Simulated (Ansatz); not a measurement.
# CaSe: 7 runs along one coordinate

System: CaSe (Fm-3m, 2 atoms in the cell).
Method: DFT, PBEsol, PAW with Ansatz's default frozen-core files, scalar-relativistic; elastic constants from stresses of strained cells, no spin polarisation (Ansatz 0.2.0).

The 7 runs differ only in the geometry, by an even scaling of the cell at fixed fractional positions. The structure derives from an entry of the Crystallography Open Database.

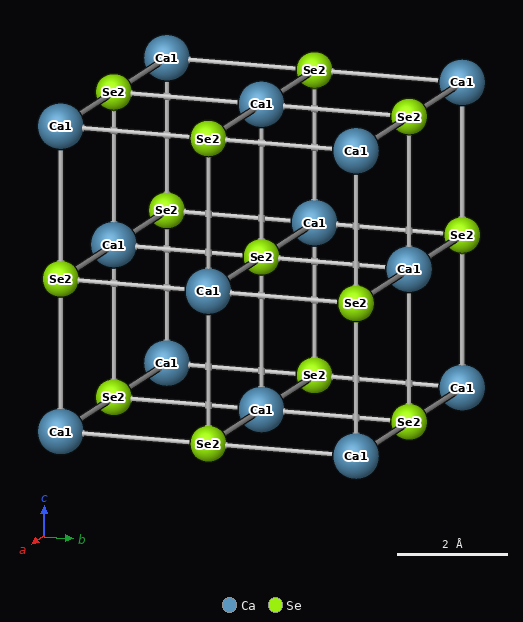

Figure 1. The structure of run 4 (ball-and-stick view of the cell 4 times as large as that of the calculation, set on its symmetry axes, seen slightly off an axis; atoms are numbered from 1 in the order of the input).

**Input of run 4**
```yaml
crystal:
  lattice:
    - [0.0, 2.86971338037, 2.86971338037]
    - [2.86971338037, 0.0, 2.86971338037]
    - [2.86971338037, 2.86971338037, 0.0]
  atoms:
    - { symbol: Ca, position: [0.0, 0.0, 0.0] }
    - { symbol: Se, position: [0.5, 0.5, 0.5] }
kpoints:
  mp_grid: { grid: [8, 8, 8] }
scf:
  occupations: { method: fixed }
hamiltonian:
  xc: pbesol
  pseudopotentials: { kind: paw }
elastic:
  mode: relaxed_ion
  stencil: two_point
  amplitude: 0.005
```

Command:
```bash
ansatz run input.yaml --threads 1 --pin off --max-ram 3072MiB --backend cpu --events-out ev --progress --plain --runs-dir out
```

Lattice vectors (Å) and fractional positions of run 4:
```
   0.000000    2.869713    2.869713
   2.869713    0.000000    2.869713
   2.869713    2.869713    0.000000
Ca  0.000000  0.000000  0.000000
Se  0.500000  0.500000  0.500000
```

Run 6 differs from it as follows:
```diff
-    - [0.0, 2.86971338037, 2.86971338037]
-    - [2.86971338037, 0.0, 2.86971338037]
-    - [2.86971338037, 2.86971338037, 0.0]
+    - [0.0, 2.91641482692, 2.91641482692]
+    - [2.91641482692, 0.0, 2.91641482692]
+    - [2.91641482692, 2.91641482692, 0.0]
```

**Results, with one run withheld**

```csv
run,volume per atom (Å³),"free energy per atom, from the lowest run given (meV)",pressure (GPa),gap on the mesh (eV)
1,20.818,176.33,15.00,1.24
2,21.895,92.96,10.00,1.43
3,22.691,51.02,6.97,1.56
4,23.633,19.13,3.98,1.69
5,24.377,5.35,2.00,1.78
6,24.805,?,?,?
7,25.269,0.00,−0.01,1.88
```

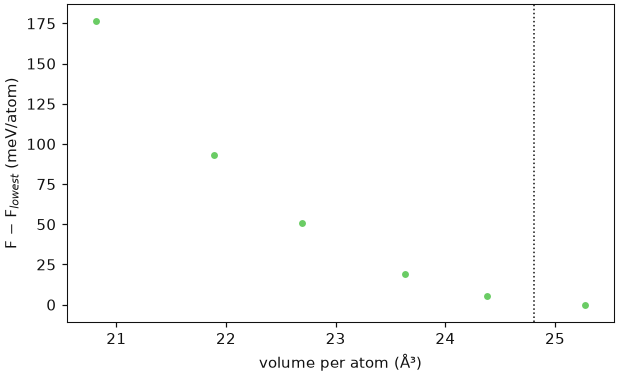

Figure 2. Free energy per atom of the runs given; the dotted line marks run 6.

What should run 6 give?

A cubic polynomial in V^(−2/3) (the Birch–Murnaghan form), fitted to the 6 runs given, misses them by at most 0.01 meV per atom. With x = V^(−2/3) − 0.12353 Å⁻², it reads F = 37.413 + 10155 x + 6.913e+05 x² + 3.001e+05 x³ (meV per atom). At run 6 it gives 1.39 meV per atom, and the run itself gives 1.38. The slope of the fit gives a pressure −dF/dV of 0.99 GPa there, and the run prints 0.99 GPa. The fit has its minimum at 25.262 Å³ per atom, where V d²F/dV² gives 52.1 GPa: the bulk modulus at this level, since symmetry fixes the shape and the positions. The gap on the mesh goes, without turning, from 1.24 eV in run 1 to 1.88 eV in run 7; run 6 has 1.83 eV. These are gaps of this functional on this mesh, which can miss the band edges; they aren't the measured gap.

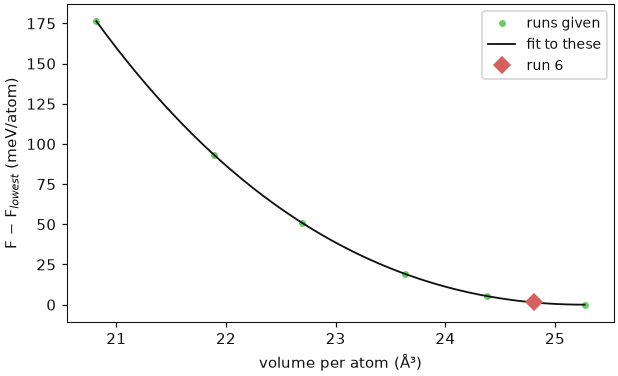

Figure 3. The fit and the withheld run.

**Output, shortened to warnings, some set-up lines, iterations and results (run 6)**
```
Basis set: ecut = 420 eV, 941 PW (Γ), exchange–correlation on 60×60×60 points (8 copies of the dense FFT grid, shifted against one another)
Symmetry: 48 space group operations
k-points: 29 of 512
Initial density: superposition of atomic densities (neutral atoms: chi_scale 0, normalization atom), corrected by the library's trained network
[...]
SCF iter   1: F=—  HF=-7222.039127 eV  |F-HF|=—  |Δ(HF+E_count)|=         —  Δρ=2.81e-3  dr2=4.94e-3  ethr=1.77e-3  ⟨swp⟩=4.2  Hψ=2364  notcnv=0  defer=19
SCF iter   2: F=—  HF=-7222.037157 eV  |F-HF|=—  |Δ(HF+E_count)|=   1.97e-3  Δρ=1.01e-3  dr2=3.56e-4  ethr=1.90e-5  ⟨swp⟩=2.8  Hψ=1127  notcnv=0  defer=53
SCF iter   3: F=—  HF=-7222.037184 eV  |F-HF|=—  |Δ(HF+E_count)|=   2.63e-5  Δρ=3.51e-4  dr2=3.07e-5  ethr=1.37e-6  ⟨swp⟩=3.0  Hψ=817  notcnv=0  defer=52
SCF iter   4: F=—  HF=-7222.037195 eV  |F-HF|=—  |Δ(HF+E_count)|=   1.13e-5  Δρ=4.79e-5  dr2=5.71e-7  ethr=1.18e-7  ⟨swp⟩=1.3  Hψ=542  notcnv=0
SCF iter   5: F=—  HF=-7222.037195 eV  |F-HF|=—  |Δ(HF+E_count)|=   8.01e-8  Δρ=7.25e-6  dr2=4.14e-8  ethr=2.19e-9  ⟨swp⟩=2.0  Hψ=870  notcnv=0
[... 33 lines ...]
SCF iter   3: F=—  HF=-7222.037087 eV  |F-HF|=—  |Δ(HF+E_count)|=   4.30e-6  Δρ=3.29e-7  dr2=7.22e-11  ethr=7.90e-11  ⟨swp⟩=1.9  Hψ=1756  notcnv=0  defer=101
SCF iter   4: F=—  HF=-7222.037087 eV  |F-HF|=—  |Δ(HF+E_count)|=  4.27e-11  Δρ=9.79e-8  dr2=5.30e-12  ethr=2.78e-13 (applied; sched 1.00e-12)  ⟨swp⟩=2.0  Hψ=2854  notcnv=0  …
SCF iter   5: F=—  HF=-7222.037087 eV  |F-HF|=—  |Δ(HF+E_count)|=  9.09e-13  Δρ=3.14e-8  dr2=2.43e-13  ethr=2.04e-14 (applied; sched 1.00e-12)  ⟨swp⟩=2.0  Hψ=1991  notcnv=0  …
SCF iter   6: F=-7222.037087 eV  HF=-7222.037087 eV  |F-HF|=1.82e-12  |Δ(HF+E_count)|=  9.09e-13  Δρ=8.14e-9  dr2=1.46e-14  ethr=1.00e-12  ⟨swp⟩=4.0  Hψ=4934  notcnv=0
SCF 5 converged in 6 iterations: F = -7222.037087 eV  dr2 = 1.46e-14
SCF converged after 10 iterations
Free energy (F): -7222.037195 eV
Harris-Foulkes:  -7222.037195 eV  (|F-HF|=1.82e-12)
Internal energy: -7222.037195 eV  (E = F + TS)
E sigma→0 (E₀):  -7222.037195 eV
Fermi energy:    7.465918 eV
--- Per-component energies (eV) ---
  E_band       = -500.850080
  E_kinetic    = 399.235431
  E_local      = -3151.833647  (includes V_loc(G=0)·N_el)
  E_nonlocal   = -529.180920
  E_hartree    = 1448.736039
  E_xc         = -240.992496
  E_vxc        = -270.857625  (∫ρ·V_xc dr)
  E_paw        = -2703.949344  (= ΣΔE_a)
  E_vpaw       = 154.315225  (= ΣTr[D̂ρ^β])
  E_aug_tail   = -0.000621  (compensation charges beyond the density's cutoff)
  E_ewald      = -2445.178882
  E_core_change = 1.127245  (= ΣΔE_core)
  E_smearing   = -0.000000  (= −TS)
  E_closure    = 0.000000  (closes the sum)
  Σ components = -7222.037195   (vs F -7222.037195, Δ=0.00e0)
--- Forces (eV/Å), atoms counted from 1 ---
  atom   1  Ca    -0.00000000     0.00000000     0.00000000
  atom   2  Se    -0.00000000     0.00000000    -0.00000000
  max |Σ_I F_I| component: 3.60e-30 eV/Å
--- Stress (GPa, compression-positive) ---
        0.985621       0.000000      -0.000000
        0.000000       0.985621      -0.000000
       -0.000000      -0.000000       0.985621
  P = ⅓ Tr σ = 0.9856 GPa (9.856 kbar)
--- Elastic constants: 2 strain directions × 2 members + reference (group order 48) ---
  dense FFT box of the reference and of every strained cell: 30×30×30
  strains applied: 11, 23; error gains: componentwise 1.00 (the most a stress slope's error grows in a printed constant), spectral 1.73 (1 for all six strains in a standard setting)
  C = ∂σ_k/∂η_j (tension-positive GPa; Voigt order 11 22 33 23 13 12):
       128.620     19.861     19.861      0.000     -0.000     -0.000
        19.861    128.620     19.861     -0.000      0.000     -0.000
        19.861     19.861    128.620     -0.000      0.000      0.000
        -0.000      0.000      0.000     27.480      0.000      0.000
        -0.000      0.000      0.000     -0.000     27.480      0.000
         0.000      0.000     -0.000     -0.000     -0.000     27.480
  reference stress σ⁰ (GPa):     -0.986     -0.986     -0.986      0.000      0.000     -0.000
  C* (energy form; C + prestress term) asymmetry max|C*_kj − C*_jk| = 3.553e-15 GPa — a small one proves nothing (zero by symmetry where the batch's group is 432, −43m or m−3m); a large one is finite-difference/SCF noise where every solve meets its electron count
  moduli (Voigt/Reuss/Hill, GPa): K = 56.11/56.11/56.11   G = 38.24/34.26/36.25   E = 89.48   ν = 0.234
  mechanically stable: yes (min eigenvalue of sym C = 27.48 GPa)
[...]
```
